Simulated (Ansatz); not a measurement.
## Al2O3: geometry relaxation (part 1 of 2)

System: Al2O3 (R-3c, 10 atoms in the cell).
Method: DFT LDA, scalar-relativistic, plane waves, PAW, no spin polarisation (Ansatz 0.2.0).

The structure derives from an entry of the Crystallography Open Database.

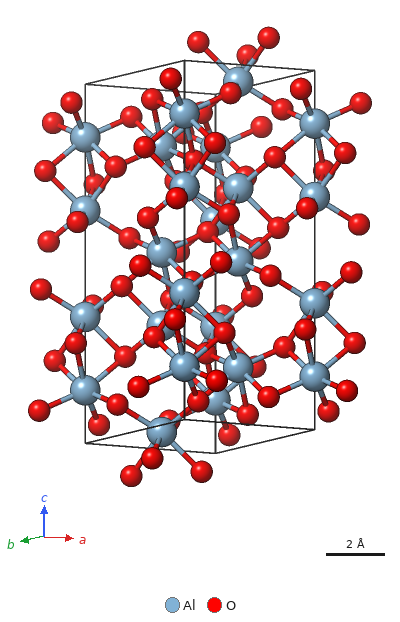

The starting structure (ball-and-stick view of the cell 3 times as large as that of the calculation, set on its symmetry axes, seen at an oblique angle; bonded neighbours outside the cell are drawn too). An atom can appear more than once, as a periodic image. Near neighbours in the periodic cell (some may lie outside the picture): Al has 6 O at 1.85 to 1.97 Å; O has 4 Al at 1.85 to 1.97 Å.

### Input
```yaml
crystal:
  lattice:
    - [2.38025, 1.3742379782, 4.3318666667]
    - [-2.38025, 1.3742379782, 4.3318666667]
    - [0.0, -2.7484759565, 4.3318666667]
  atoms:
    - { symbol: Al, position: [0.35216, 0.35216, 0.35216] }
    - { symbol: Al, position: [0.14784, 0.14784, 0.14784] }
    - { symbol: Al, position: [0.64784, 0.64784, 0.64784] }
    - { symbol: Al, position: [0.85216, 0.85216, 0.85216] }
    - { symbol: O, position: [0.55668, 0.94332, 0.25] }
    - { symbol: O, position: [0.25, 0.55668, 0.94332] }
    - { symbol: O, position: [0.94332, 0.25, 0.55668] }
    - { symbol: O, position: [0.44332, 0.05668, 0.75] }
    - { symbol: O, position: [0.75, 0.44332, 0.05668] }
    - { symbol: O, position: [0.05668, 0.75, 0.44332] }
basis:
  ecutwfc: 420
kpoints:
  mp_grid: { grid: [6, 6, 6] }
hamiltonian:
  xc: lda
scf:
  occupations: { method: gaussian, width: 0.02 }
output:
  forces: true
  stress: true
  eigenvalues: true
  write_density: true
  write_potential: true
  elf: true
  volumetric_format: npy
relax:
  adjacent_minimum: "off"
  f_tol: 0.005
  max_steps: 80
  cell: { stress_tol: 0.05 }
```

Run on 2 threads of Intel Xeon @ 2.50GHz (Skylake/Cascade Lake), 192 GiB of memory available, shared host.

Command:
```bash
ansatz run input.yaml --threads 2 --pin off --max-ram 6144MiB --backend cpu --events-out ev --progress --plain --runs-dir out
```

### What the program printed
```
Engine: ansatz 0.2.0, x86_64-unknown-linux-gnu
Pseudopotentials: kind: paw
Pseudopotential: Al, paw, valence charge 3, recommended cutoff 420 eV (normal), Al.paw.azcp
Pseudopotential: O, paw, valence charge 6, recommended cutoff 420 eV (normal), O.paw.azcp
Functional definition: SPW92
  exchange = slater_x
  correlation = pw_c
Crystal: 10 atoms, lattice volume = 85.018 Å³
Basis set: ecut = 420 eV, 1653 PW (Γ)
Bands: 34, of which v1, the nominal top of the filled ones, is band 24 counted from 1 (23 counted from 0)
Symmetry: 12 space group operations
Space group: R-3c (ITA 167), of the structure as read, at distance tolerance 4.4e-5 Å
k-points: 32 of 216
Non-local potential: Al, projectors of the file, l = 0: 2, l = 1: 2, l = 2: 1
Non-local potential: O, projectors of the file, l = 0: 2, l = 1: 2, l = 2: 1
PAW form: soft (Blöchl's): semilocal exchange-correlation on the pseudo side does not see the compensation charge
PAW frozen core: Al, regenerated for the run's functional, and the local potential with it (the file was generated under x = pbe(κ = 0.804, μ = 0.2195149727645171), c = pbe(β = 0.06672455060314922))
PAW frozen core: O, regenerated for the run's functional, and the local potential with it (the file was generated under x = pbe(κ = 0.804, μ = 0.2195149727645171), c = pbe(β = 0.06672455060314922))
PAW one-centre angular grid: Al, 110 points (default); XC on 64 Gauss nodes
PAW one-centre angular grid: O, 110 points (default); XC on 64 Gauss nodes
Initial density: superposition of atomic densities (neutral atoms: chi_scale 0, normalization atom), corrected by the library's trained network
Initial wavefunctions: pseudopotential atomic-orbital guess
Functional: x = slater, c = lda
SCF iter   1: F=—  HF=-5399.893027 eV  |F-HF|=—  |Δ(HF+E_count)|=         —  Δρ=1.72e-2  dr2=2.17e-1  ethr=1.77e-3  ⟨swp⟩=7.7  Hψ=5812  notcnv=0  defer=3
preconditioner: auto → Resta (q_TF=auto, 2.480 Å⁻¹)  ε∞=3.6  [insulator: Δε(μ)=6.017 eV  Ē_g=17.199 eV  σ=0.020 eV  W_gap=1.00  n_scr=20 (ndim 8)  ℏωp=27.9 eV  f_vac=0.000  D(μ)=0.00/eV (n_scr^D=0)  ε∞_Penn≈3.6]
SCF iter   2: F=—  HF=-5399.827221 eV  |F-HF|=—  |Δ(HF+E_count)|=   6.58e-2  Δρ=3.98e-3  dr2=5.32e-3  ethr=4.53e-4  ⟨swp⟩=2.6  Hψ=2136  notcnv=0  defer=123
SCF iter   3: F=—  HF=-5399.825698 eV  |F-HF|=—  |Δ(HF+E_count)|=   1.52e-3  Δρ=1.94e-3  dr2=1.65e-3  ethr=1.11e-5  ⟨swp⟩=2.0  Hψ=1205  notcnv=0  defer=123
SCF iter   4: F=—  HF=-5399.825076 eV  |F-HF|=—  |Δ(HF+E_count)|=   6.22e-4  Δρ=1.32e-4  dr2=9.32e-6  ethr=3.45e-6  ⟨swp⟩=2.0  Hψ=1549  notcnv=0  defer=123
SCF iter   5: F=—  HF=-5399.825076 eV  |F-HF|=—  |Δ(HF+E_count)|=   8.18e-7  Δρ=1.68e-5  dr2=1.52e-7  ethr=1.94e-8  ⟨swp⟩=1.9  Hψ=1523  notcnv=0  defer=123
SCF iter   6: F=-5399.825076 eV  HF=-5399.825076 eV  |F-HF|=1.09e-9  |Δ(HF+E_count)|=   2.53e-9  Δρ=2.38e-6  dr2=5.00e-9  ethr=2.08e-10  ⟨swp⟩=13.9  Hψ=7481  notcnv=0
SCF 1 converged in 6 iterations: F = -5399.825076 eV  dr2 = 5.00e-9
  greatest PAW one-centre occupation: 0.853 electrons in one spin orbital (limit 2), on the O atom at site 9 (counted from 0), in its partial waves of l = 0
relax step   1: F+E_penalty+E_count = -5399.82507558 eV  Δ(F+E_penalty+E_count) = +0.000e0 eV  max|allowed force component| = 1.124e-1 eV/Å  Δτ_max = 0.0000 Å  P = -5.291 GPa  Ω = 85.018 Å³  (6 SCF iters, dr2 threshold 1.00e-7 eV, accepted)
Crystal: 10 atoms, lattice volume = 84.235 Å³
Basis set: ecut = 420 eV, 1629 PW (Γ)
Initial density: handed on by an earlier stage of this run
Initial wavefunctions: those handed on with the density
iter 1 solved again at ethr=6.97e-6 eV; its pass at ethr=3.10e-3 eV (dr2=3.34e-3 eV) is discarded
SCF iter   1: F=—  HF=-5399.853136 eV  |F-HF|=—  |Δ(HF+E_count)|=         —  Δρ=2.15e-3  dr2=3.43e-3  ethr=6.97e-6  ⟨swp⟩=3.2  Hψ=4845  notcnv=0
preconditioner: auto → Resta (q_TF=auto, 2.484 Å⁻¹)  ε∞=3.6  [insulator: Δε(μ)=6.285 eV  Ē_g=17.445 eV  σ=0.020 eV  W_gap=1.00  n_scr=20 (ndim 8)  ℏωp=28.0 eV  f_vac=0.000  D(μ)=0.00/eV (n_scr^D=0)  ε∞_Penn≈3.6]
SCF iter   2: F=—  HF=-5399.852016 eV  |F-HF|=—  |Δ(HF+E_count)|=   1.12e-3  Δρ=5.68e-4  dr2=2.51e-4  ethr=6.97e-6  ⟨swp⟩=2.0  Hψ=1977  notcnv=0
SCF iter   3: F=—  HF=-5399.851920 eV  |F-HF|=—  |Δ(HF+E_count)|=   9.60e-5  Δρ=2.71e-4  dr2=6.77e-5  ethr=5.23e-7  ⟨swp⟩=1.0  Hψ=1088  notcnv=0
SCF iter   4: F=—  HF=-5399.851894 eV  |F-HF|=—  |Δ(HF+E_count)|=   2.52e-5  Δρ=3.75e-5  dr2=1.25e-6  ethr=1.41e-7  ⟨swp⟩=2.6  Hψ=1915  notcnv=0
SCF iter   5: F=-5399.851894 eV  HF=-5399.851894 eV  |F-HF|=2.61e-8  |Δ(HF+E_count)|=   7.84e-8  Δρ=7.67e-6  dr2=4.16e-8  ethr=2.08e-9  ⟨swp⟩=10.6  Hψ=7808  notcnv=0
SCF 2 converged in 5 iterations: F = -5399.851894 eV  dr2 = 4.16e-8
  greatest PAW one-centre occupation: 0.854 electrons in one spin orbital (limit 2), on the O atom at site 8 (counted from 0), in its partial waves of l = 0
relax step   2: F+E_penalty+E_count = -5399.85189431 eV  Δ(F+E_penalty+E_count) = -2.682e-2 eV  max|allowed force component| = 6.856e-2 eV/Å  Δτ_max = 0.0029 Å  P = -2.920 GPa  Ω = 84.235 Å³  energy of the carried Pulay correction = +5.803e-3 eV  (5 SCF iters, dr2 threshold 1.00e-6 eV, accepted)
Crystal: 10 atoms, lattice volume = 83.310 Å³
Basis set: ecut = 420 eV, 1593 PW (Γ)
iter 1 solved again at ethr=8.96e-6 eV; its pass at ethr=3.10e-3 eV (dr2=4.30e-3 eV) is discarded
SCF iter   1: F=—  HF=-5399.869354 eV  |F-HF|=—  |Δ(HF+E_count)|=         —  Δρ=2.49e-3  dr2=4.40e-3  ethr=8.96e-6  ⟨swp⟩=2.5  Hψ=4450  notcnv=0
preconditioner: auto → Resta (q_TF=auto, 2.489 Å⁻¹)  ε∞=3.6  [insulator: Δε(μ)=6.434 eV  Ē_g=17.582 eV  σ=0.020 eV  W_gap=1.00  n_scr=20 (ndim 8)  ℏωp=28.2 eV  f_vac=0.000  D(μ)=0.00/eV (n_scr^D=0)  ε∞_Penn≈3.6]
SCF iter   2: F=—  HF=-5399.867880 eV  |F-HF|=—  |Δ(HF+E_count)|=   1.47e-3  Δρ=5.97e-4  dr2=2.45e-4  ethr=8.96e-6  ⟨swp⟩=2.1  Hψ=1981  notcnv=0
SCF iter   3: F=—  HF=-5399.867774 eV  |F-HF|=—  |Δ(HF+E_count)|=   1.06e-4  Δρ=2.93e-4  dr2=6.96e-5  ethr=5.11e-7  ⟨swp⟩=1.0  Hψ=1088  notcnv=0
SCF iter   4: F=—  HF=-5399.867747 eV  |F-HF|=—  |Δ(HF+E_count)|=   2.77e-5  Δρ=3.89e-5  dr2=1.32e-6  ethr=1.45e-7  ⟨swp⟩=2.2  Hψ=1848  notcnv=0
SCF iter   5: F=-5399.867746 eV  HF=-5399.867746 eV  |F-HF|=3.75e-8  |Δ(HF+E_count)|=   6.54e-8  Δρ=8.66e-6  dr2=5.35e-8  ethr=2.08e-9  ⟨swp⟩=10.6  Hψ=7839  notcnv=0
SCF 3 converged in 5 iterations: F = -5399.867746 eV  dr2 = 5.35e-8
  greatest PAW one-centre occupation: 0.854 electrons in one spin orbital (limit 2), on the O atom at site 7 (counted from 0), in its partial waves of l = 0
relax step   3: F+E_penalty+E_count = -5399.86774642 eV  Δ(F+E_penalty+E_count) = -1.585e-2 eV  max|allowed force component| = 5.485e-2 eV/Å  Δτ_max = 0.0013 Å  P = +0.006 GPa  Ω = 83.310 Å³  energy of the carried Pulay correction = +1.273e-2 eV  (5 SCF iters, dr2 threshold 1.00e-6 eV, accepted)
Crystal: 10 atoms, lattice volume = 83.299 Å³
iter 1 solved again at ethr=5.25e-9 eV; its pass at ethr=3.10e-3 eV (dr2=2.52e-6 eV) is discarded
SCF iter   1: F=—  HF=-5399.868064 eV  |F-HF|=—  |Δ(HF+E_count)|=         —  Δρ=9.50e-5  dr2=3.01e-6  ethr=5.25e-9  ⟨swp⟩=2.8  Hψ=4901  notcnv=0
preconditioner: auto → Resta (q_TF=auto, 2.489 Å⁻¹)  ε∞=3.6  [insulator: Δε(μ)=6.418 eV  Ē_g=17.570 eV  σ=0.020 eV  W_gap=1.00  n_scr=20 (ndim 8)  ℏωp=28.2 eV  f_vac=0.000  D(μ)=0.00/eV (n_scr^D=0)  ε∞_Penn≈3.6]
SCF iter   2: F=—  HF=-5399.868063 eV  |F-HF|=—  |Δ(HF+E_count)|=   6.91e-7  Δρ=5.02e-5  dr2=8.19e-7  ethr=5.25e-9  ⟨swp⟩=1.0  Hψ=1088  notcnv=0
SCF iter   3: F=-5399.868063 eV  HF=-5399.868063 eV  |F-HF|=7.91e-9  |Δ(HF+E_count)|=   1.91e-7  Δρ=4.99e-6  dr2=1.46e-8  ethr=3.92e-10  ⟨swp⟩=7.3  Hψ=7002  notcnv=0
SCF 4 converged in 3 iterations: F = -5399.868063 eV  dr2 = 1.46e-8
  greatest PAW one-centre occupation: 0.854 electrons in one spin orbital (limit 2), on the O atom at site 9 (counted from 0), in its partial waves of l = 0
relax step   4: F+E_penalty+E_count = -5399.86806273 eV  Δ(F+E_penalty+E_count) = -3.163e-4 eV  max|allowed force component| = 3.051e-2 eV/Å  Δτ_max = 0.0014 Å  P = +0.030 GPa  Ω = 83.299 Å³  energy of the carried Pulay correction = +1.282e-2 eV  (3 SCF iters, dr2 threshold 1.88e-7 eV, accepted)
Crystal: 10 atoms, lattice volume = 83.306 Å³
iter 1 solved again at ethr=3.17e-8 eV; its pass at ethr=3.10e-3 eV (dr2=1.52e-5 eV) is discarded
SCF iter   1: F=—  HF=-5399.868122 eV  |F-HF|=—  |Δ(HF+E_count)|=         —  Δρ=1.59e-4  dr2=1.74e-5  ethr=3.17e-8  ⟨swp⟩=2.4  Hψ=4710  notcnv=0
preconditioner: auto → Resta (q_TF=auto, 2.489 Å⁻¹)  ε∞=3.6  [insulator: Δε(μ)=6.423 eV  Ē_g=17.573 eV  σ=0.020 eV  W_gap=1.00  n_scr=20 (ndim 8)  ℏωp=28.2 eV  f_vac=0.000  D(μ)=0.00/eV (n_scr^D=0)  ε∞_Penn≈3.6]
SCF iter   2: F=—  HF=-5399.868116 eV  |F-HF|=—  |Δ(HF+E_count)|=   5.36e-6  Δρ=7.64e-5  dr2=3.88e-6  ethr=3.17e-8  ⟨swp⟩=2.4  Hψ=1678  notcnv=0
SCF iter   3: F=—  HF=-5399.868115 eV  |F-HF|=—  |Δ(HF+E_count)|=   1.31e-6  Δρ=2.06e-5  dr2=2.46e-7  ethr=8.08e-9  ⟨swp⟩=2.0  Hψ=1663  notcnv=0
SCF iter   4: F=-5399.868115 eV  HF=-5399.868115 eV  |F-HF|=8.68e-10  |Δ(HF+E_count)|=   6.15e-8  Δρ=4.90e-6  dr2=1.57e-8  ethr=1.21e-10  ⟨swp⟩=9.8  Hψ=6791  notcnv=0
SCF 5 converged in 4 iterations: F = -5399.868115 eV  dr2 = 1.57e-8
relax step   5: F+E_penalty+E_count = -5399.86811508 eV  Δ(F+E_penalty+E_count) = -5.235e-5 eV  max|allowed force component| = 1.017e-4 eV/Å  Δτ_max = 0.0018 Å  P = +0.005 GPa  Ω = 83.306 Å³  energy of the carried Pulay correction = +1.276e-2 eV  (4 SCF iters, dr2 threshold 5.82e-8 eV, accepted)
Initial wavefunctions: pseudopotential atomic-orbital guess (no wavefunctions were taken with the density)
iter 1 solved again at ethr=2.86e-8 eV; its pass at ethr=3.10e-3 eV (dr2=1.37e-5 eV) is discarded
SCF iter   1: F=—  HF=-5399.856496 eV  |F-HF|=—  |Δ(HF+E_count)|=         —  Δρ=2.38e-4  dr2=6.68e-6  ethr=2.86e-8  ⟨swp⟩=3.4  Hψ=9175  notcnv=0
preconditioner: auto → Resta (q_TF=auto, 2.489 Å⁻¹)  ε∞=3.6  [insulator: Δε(μ)=6.421 eV  Ē_g=17.573 eV  σ=0.020 eV  W_gap=1.00  n_scr=20 (ndim 8)  ℏωp=28.2 eV  f_vac=0.000  D(μ)=0.00/eV (n_scr^D=0)  ε∞_Penn≈3.6]
SCF iter   2: F=—  HF=-5399.856495 eV  |F-HF|=—  |Δ(HF+E_count)|=   1.01e-6  Δρ=1.12e-4  dr2=1.54e-6  ethr=1.39e-8  ⟨swp⟩=2.0  Hψ=1661  notcnv=0
SCF iter   3: F=—  HF=-5399.856495 eV  |F-HF|=—  |Δ(HF+E_count)|=   2.15e-7  Δρ=3.26e-5  dr2=1.11e-7  ethr=3.21e-9  ⟨swp⟩=1.0  Hψ=1088  notcnv=0
SCF iter   4: F=—  HF=-5399.856495 eV  |F-HF|=—  |Δ(HF+E_count)|=   1.79e-8  Δρ=1.09e-6  dr2=4.58e-10  ethr=2.31e-10  ⟨swp⟩=2.9  Hψ=1828  notcnv=0
SCF iter   5: F=-5399.856495 eV  HF=-5399.856495 eV  |F-HF|=3.37e-11  |Δ(HF+E_count)|=  1.36e-10  Δρ=2.62e-7  dr2=4.16e-11  ethr=1.00e-12  ⟨swp⟩=7.1  Hψ=5272  notcnv=0
SCF 6 converged in 5 iterations: F = -5399.856495 eV  dr2 = 4.16e-11
relax step   6: F+E_penalty+E_count = -5399.85649483 eV  Δ(F+E_penalty+E_count) = +1.162e-2 eV  max|allowed force component| = 5.091e-4 eV/Å  Δτ_max = 0.0000 Å  P = -0.237 GPa  Ω = 83.306 Å³  stress off target by 2.72e-1 GPa  SCF on the basis re-selected at this cell (its energy is not comparable with the rows above)  (5 SCF iters)
basis re-selected at this cell: Δ(F+E_penalty+E_count) = +1.162e-2 eV, ΔP = -0.242 GPa vs the last step (what re-selecting the basis moved, of the pressure what is left beyond the Pulay correction that the steps carried, after the strain that the cell walked since its last selection, with what the two solves' SCF thresholds leave and, on support functions, any second-order correction that the steps lacked; it is no measure of the basis error at this ecutwfc). This SCF's stress stands 2.72e-1 GPa from its target on what of the cell is left free (relax.cell.stress_tol is 5.00e-2 GPa) and its largest allowed force component is 5.09e-4 eV/Å (relax.f_tol is 5.00e-3 eV/Å): not within both, so this SCF does not close the relaxation
Crystal: 10 atoms, lattice volume = 83.232 Å³
iter 1 solved again at ethr=5.65e-8 eV; its pass at ethr=3.10e-3 eV (dr2=2.71e-5 eV) is discarded
SCF iter   1: F=—  HF=-5399.857116 eV  |F-HF|=—  |Δ(HF+E_count)|=         —  Δρ=2.00e-4  dr2=2.78e-5  ethr=5.65e-8  ⟨swp⟩=3.0  Hψ=4571  notcnv=0
preconditioner: auto → Resta (q_TF=auto, 2.489 Å⁻¹)  ε∞=3.6  [insulator: Δε(μ)=6.433 eV  Ē_g=17.584 eV  σ=0.020 eV  W_gap=1.00  n_scr=20 (ndim 8)  ℏωp=28.2 eV  f_vac=0.000  D(μ)=0.00/eV (n_scr^D=0)  ε∞_Penn≈3.6]
SCF iter   2: F=—  HF=-5399.857107 eV  |F-HF|=—  |Δ(HF+E_count)|=   9.22e-6  Δρ=4.77e-5  dr2=1.37e-6  ethr=5.65e-8  ⟨swp⟩=2.0  Hψ=1660  notcnv=0
SCF iter   3: F=—  HF=-5399.857106 eV  |F-HF|=—  |Δ(HF+E_count)|=   5.72e-7  Δρ=2.41e-5  dr2=4.29e-7  ethr=3.84e-10  ⟨swp⟩=9.7  Hψ=6787  notcnv=0
SCF iter   4: F=-5399.857106 eV  HF=-5399.857106 eV  |F-HF|=5.11e-10  |Δ(HF+E_count)|=   1.56e-7  Δρ=2.88e-6  dr2=6.94e-9  ethr=3.84e-10  ⟨swp⟩=8.5  Hψ=6641  notcnv=0
SCF 7 converged in 4 iterations: F = -5399.857106 eV  dr2 = 6.94e-9
relax step   7: F+E_penalty+E_count = -5399.85710598 eV  Δ(F+E_penalty+E_count) = -6.112e-4 eV  max|allowed force component| = 7.041e-5 eV/Å  Δτ_max = 0.0001 Å  P = -0.005 GPa  Ω = 83.232 Å³  energy of the carried Pulay correction = +5.540e-4 eV  (4 SCF iters, dr2 threshold 1.85e-7 eV, accepted)
iter 1 solved again at ethr=1.73e-8 eV; its pass at ethr=3.10e-3 eV (dr2=8.28e-6 eV) is discarded
SCF iter   1: F=—  HF=-5399.856393 eV  |F-HF|=—  |Δ(HF+E_count)|=         —  Δρ=1.46e-5  dr2=3.18e-8  ethr=1.73e-8  ⟨swp⟩=3.6  Hψ=9184  notcnv=0
preconditioner: auto → Resta (q_TF=auto, 2.489 Å⁻¹)  ε∞=3.6  [insulator: Δε(μ)=6.431 eV  Ē_g=17.583 eV  σ=0.020 eV  W_gap=1.00  n_scr=20 (ndim 8)  ℏωp=28.2 eV  f_vac=0.000  D(μ)=0.00/eV (n_scr^D=0)  ε∞_Penn≈3.6]
SCF iter   2: F=—  HF=-5399.856392 eV  |F-HF|=—  |Δ(HF+E_count)|=   3.48e-7  Δρ=6.75e-6  dr2=8.95e-9  ethr=6.63e-11  ⟨swp⟩=2.0  Hψ=1766  notcnv=0
SCF iter   3: F=—  HF=-5399.856392 eV  |F-HF|=—  |Δ(HF+E_count)|=  5.03e-10  Δρ=2.11e-6  dr2=1.15e-9  ethr=1.86e-11  ⟨swp⟩=2.0  Hψ=1651  notcnv=0
SCF iter   4: F=-5399.856392 eV  HF=-5399.856392 eV  |F-HF|=9.09e-12  |Δ(HF+E_count)|=  1.18e-11  Δρ=2.69e-7  dr2=7.14e-11  ethr=1.00e-12  ⟨swp⟩=5.0  Hψ=5658  notcnv=0
SCF 8 converged in 4 iterations: F = -5399.856392 eV  dr2 = 7.14e-11
relax step   8: F+E_penalty+E_count = -5399.85639228 eV  Δ(F+E_penalty+E_count) = +7.137e-4 eV  max|allowed force component| = 5.037e-5 eV/Å  Δτ_max = 0.0000 Å  P = -0.012 GPa  Ω = 83.232 Å³  stress off target by 1.21e-2 GPa  SCF on the basis re-selected at this cell (its energy is not comparable with the rows above)  (4 SCF iters)
```

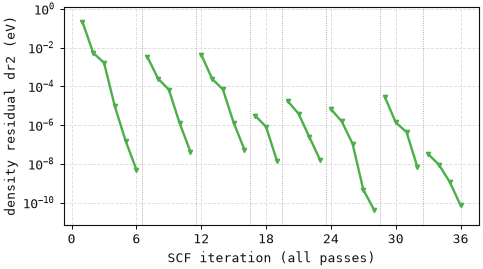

Convergence of the self-consistent field: density residual dr2 against the SCF iteration. The dotted lines part the SCF passes of the relaxation: geometry steps, rejected trials and re-solves on a re-selected basis. The 8 passes take 3 to 6 iterations each, 36 in all.

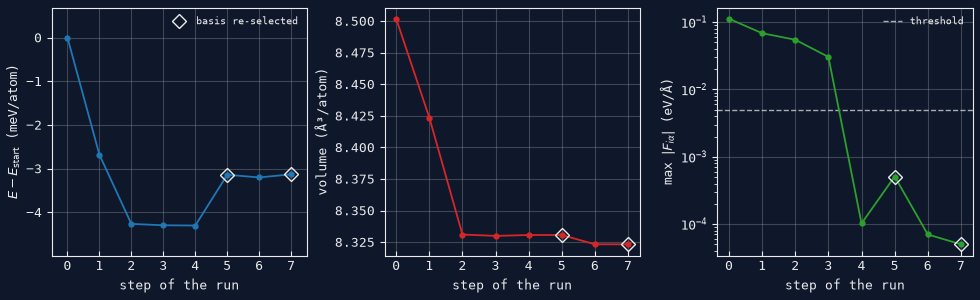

Progress of the relaxation, step by step (the first geometry is step 0 here and step 1 in the log).
